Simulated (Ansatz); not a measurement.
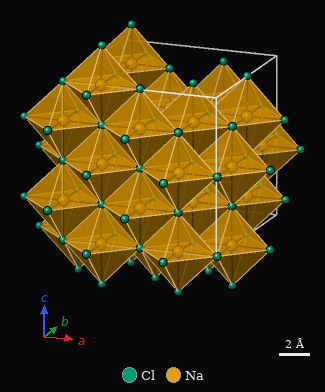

Starting structure of a defect cell of composition Cl32Na31 (cell charge −1). Style: polyhedral. Shown: the cell of the calculation (origin shifted), slightly off an axis.

Level of theory: DFT, PBEsol, PAW, plane waves (Ansatz 0.2.0).

Set-up: plane-wave cutoff 420 eV; k-point mesh 1 × 1 × 1; mesh shifted by (0.25, 0.25, 0.25); no spin polarisation; atoms relaxed in a fixed cell; force threshold 0.03 eV/Å; at most 80 steps.

```
CELL_PARAMETERS angstrom
11.20000 0.00000 0.00000
0.00000 11.20000 0.00000
0.00000 0.00000 11.20000
ATOMIC_POSITIONS crystal
Cl 0.25145 0.00313 0.99810
Cl 0.25233 0.00115 0.50047
Cl 0.24632 0.49884 0.00136
Cl 0.25027 0.49882 0.49966
Cl 0.74894 0.00035 0.00176
Cl 0.74985 0.99536 0.50046
Cl 0.75175 0.49657 0.99983
Cl 0.75092 0.50077 0.49982
Cl 0.00191 0.25056 0.00078
Cl 0.00056 0.24895 0.50034
Cl 0.99937 0.74918 0.00346
Cl 0.99836 0.74803 0.50030
Cl 0.50048 0.25162 0.99701
Cl 0.49796 0.25058 0.50094
Cl 0.50147 0.75137 0.00029
Cl 0.50112 0.74633 0.50108
Cl 0.00267 0.99755 0.25056
Cl 0.00180 0.99963 0.74968
Cl 0.99847 0.50331 0.25170
Cl 0.99874 0.49922 0.74974
Cl 0.50103 0.00251 0.25114
Cl 0.50130 0.00255 0.75199
Cl 0.49851 0.49807 0.24873
Cl 0.49713 0.49521 0.74737
Cl 0.24859 0.25136 0.25091
Cl 0.24915 0.25124 0.74952
Cl 0.25139 0.75012 0.25188
Cl 0.25112 0.75048 0.74839
Cl 0.74900 0.24816 0.24856
Cl 0.74625 0.25131 0.75360
Cl 0.74797 0.75189 0.25170
Cl 0.75098 0.74996 0.74889
Na 0.00139 0.00066 0.00033
Na 0.00189 0.00323 0.49772
Na 0.99963 0.49942 0.99746
Na 0.99810 0.49991 0.49790
Na 0.49954 0.00213 0.99985
Na 0.49978 0.00424 0.49956
Na 0.50090 0.49678 0.00108
Na 0.24388 0.24881 0.99985
Na 0.24938 0.24789 0.49969
Na 0.24713 0.74833 0.99852
Na 0.25136 0.75087 0.49944
Na 0.74953 0.25147 0.00044
Na 0.74560 0.24737 0.50025
Na 0.74832 0.75246 0.99777
Na 0.74867 0.74862 0.49976
Na 0.24815 0.00031 0.24936
Na 0.25438 0.00017 0.75264
Na 0.24990 0.50116 0.25090
Na 0.25073 0.50042 0.74967
Na 0.74847 0.00093 0.25260
Na 0.75313 0.99813 0.74922
Na 0.74774 0.50098 0.25330
Na 0.74990 0.50110 0.74820
Na 0.99917 0.25020 0.25282
Na 0.00017 0.24752 0.74771
Na 0.00140 0.75113 0.25279
Na 0.99925 0.75097 0.74994
Na 0.49950 0.24775 0.25102
Na 0.49765 0.24951 0.75198
Na 0.50074 0.74877 0.25140
Na 0.49896 0.75045 0.74724
```

Question: Where does the relaxation end?

Answer: Over 2 geometry steps the energy falls by 0.389 eV per cell of the calculation. The largest force component goes from 0.43 to 0.0048 eV/Å. The largest moves, 0.16 Å, are those of Cl16 and Cl24. Cl24 goes roughly along [1 1 3]. By element the largest moves are Cl 0.16 Å, Na 0.09 Å. The cell stays as it was. Near-neighbour distances that change, for instance: Cl16–Na38 2.889 → 2.680 Å, Cl24–Na39 2.842 → 2.681 Å, Cl4–Na36 2.824 → 2.681 Å, Cl13–Na61 2.745 → 2.853 Å. Among the angles between lasting bonds that change: Cl14–Na61–Cl24 88.7° → 97.1°, Cl8–Na47–Cl16 90.0° → 97.2°, Na41–Cl4–Na43 179.9° → 172.8°. The run took 2.6 s on 1 × NVIDIA GB200 with 8 threads of Arm Neoverse-V2, peak memory 1.9 GiB.

After the run, drawn alike:

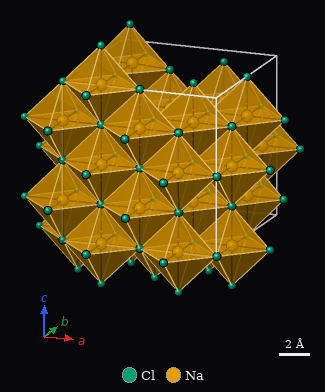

Limits of the set-up: the cell is charged, on a uniform background, and energies carry no finite-size correction.
